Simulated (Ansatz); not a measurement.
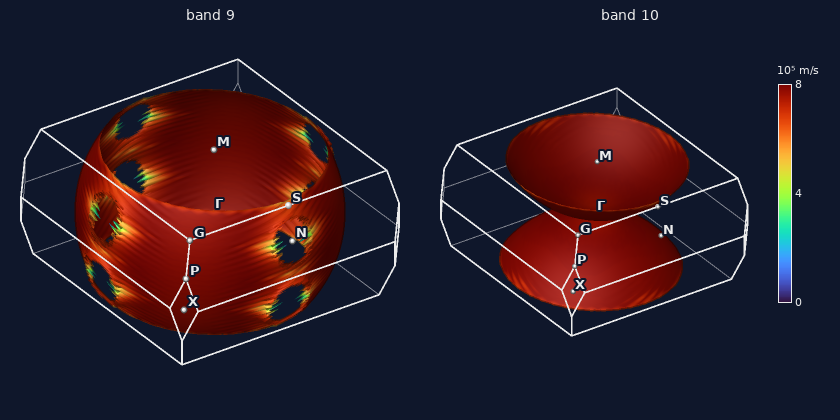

Fermi surface of K in space group I4_1/amd, coloured by the Fermi speed.

All numbers here come from DFT PBEsol, scalar-relativistic, plane waves, PAW; levels and slopes on a dense k mesh at the converged density in Ansatz 0.2.0. No spin polarisation. k mesh for the levels: 24×24×24. Cell and positions as given, without relaxation. The cell comes from a database of computed structures, not from a measurement.

> How fast are the electrons on each sheet?

Band 9: 5.6 to 7.9 × 10⁵ m/s over most of the sheet, 7.2 × 10⁵ m/s on average over states. Band 10: 7.0 to 7.9 × 10⁵ m/s over most of the sheet, 7.8 × 10⁵ m/s on average over states.

> Which of these bands adds most to the density of states at the Fermi level?

Band 9, with 0.99 of 1.7 states/eV per cell.
